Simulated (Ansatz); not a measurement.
AlNi$_{3}$ (interface cell)

The calculation's input:

```
crystal:
  lattice:
    - [5.0440456858, 0.0, 0.0]
    - [-2.5220228429, 4.3682717018, 0.0]
    - [0.0, 0.0, 12.3553381696]
  atoms:
    - { symbol: Ni, position: [0.5, 0.5, 1.0], spin: 0.3 }
    - { symbol: Ni, position: [0.5, 0.0, 0.0], spin: 0.3 }
    - { symbol: Al, position: [0.0, 0.0, 0.0] }
    - { symbol: Al, position: [0.6666666667, 0.3333333333, 0.1666666667] }
    - { symbol: Al, position: [0.3333333333, 0.6666666667, 0.3333333333] }
    - { symbol: Ni, position: [0.8333333333, 0.1666666667, 0.3333333333], spin: 0.3 }
    - { symbol: Ni, position: [0.1666666667, 0.8333333333, 0.1666666667], spin: 0.3 }
    - { symbol: Ni, position: [0.1666666667, 0.3333333333, 0.1666666667], spin: 0.3 }
    - { symbol: Ni, position: [0.8333333333, 0.6666666667, 0.3333333333], spin: 0.3 }
    - { symbol: Ni, position: [0.0, 0.5, 0.0], spin: 0.3 }
    - { symbol: Ni, position: [0.6666666667, 0.8333333333, 0.1666666667], spin: 0.3 }
    - { symbol: Ni, position: [0.3333333333, 0.1666666667, 0.3333333333], spin: 0.3 }
    - { symbol: Al, position: [0.6666666667, 0.3333333333, 0.8333333333] }
    - { symbol: Al, position: [0.3333333333, 0.6666666667, 0.6666666667] }
    - { symbol: Ni, position: [0.5, 0.5, 0.5], spin: 0.3 }
    - { symbol: Ni, position: [0.8333333333, 0.1666666667, 0.6666666667], spin: 0.3 }
    - { symbol: Ni, position: [0.1666666667, 0.8333333333, 0.8333333333], spin: 0.3 }
    - { symbol: Ni, position: [0.5, 0.0, 0.5], spin: 0.3 }
    - { symbol: Ni, position: [0.1666666667, 0.3333333333, 0.8333333333], spin: 0.3 }
    - { symbol: Ni, position: [0.8333333333, 0.6666666667, 0.6666666667], spin: 0.3 }
    - { symbol: Ni, position: [0.6666666667, 0.8333333333, 0.8333333333], spin: 0.3 }
    - { symbol: Ni, position: [0.3333333333, 0.1666666667, 0.6666666667], spin: 0.3 }
    - { symbol: Al, position: [1.0, 1.0, 0.5] }
    - { symbol: Ni, position: [0.0, 0.5, 0.5], spin: 0.3 }
basis:
  ecutwfc: 420
kpoints:
  mp_grid: { grid: [12, 12, 3] }
hamiltonian:
  xc: pbe
scf:
  occupations: { method: gaussian, width: 0.1 }
  lower_state_search: "off"
output:
  forces: true
  stress: true
  eigenvalues: true
  populations: true
  write_density: true
  write_potential: true
  elf: true
  volumetric_format: npy
magnetization:
  spin_polarized: true
relax:
  adjacent_minimum: "off"
  f_tol: 0.02
  max_steps: 60
  cell: { fix: [a, b, alpha, beta, gamma], stress_tol: 0.1 }
```

Run with:

```sh
ansatz run input.yaml --threads 4 --pin off --max-ram 11264MiB --backend cpu --events-out ev --progress --plain --runs-dir out
```

The fields are those of the run's last geometry, not of the input's.

Spin-polarised.

The calculation used Ansatz, DFT PBE, scalar-relativistic, plane waves, PAW.

> Predict the valence pseudo-density and electron localisation function between the atoms.

Ni–Ni (2.48 Å): ρ at the midpoint is about 0.33 e/Å³; the ELF is about 0.25 at the midpoint (no localised pair shows between them).
Al–Ni (2.52 Å): the density is about 0.29 e/Å³ at the midpoint; the ELF is about 0.40 at the midpoint.
Ni–Ni (2.56 Å): the density is about 0.3 e/Å³ at the midpoint; the ELF is about 0.30 at the midpoint; no shared electron pair shows on this line.

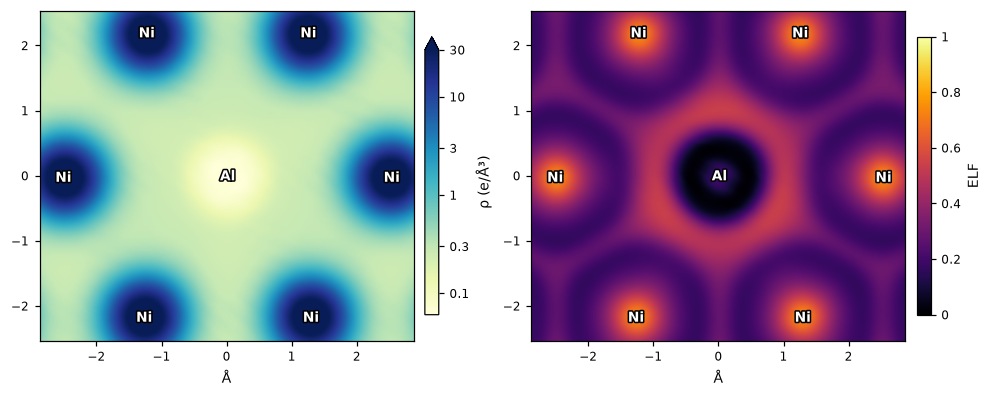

Computed valence pseudo-density and electron localisation function on the (001) plane of the calculation cell, in this order. 

The density is the valence pseudo-density of a PAW calculation; it isn't the true density close to the nuclei.
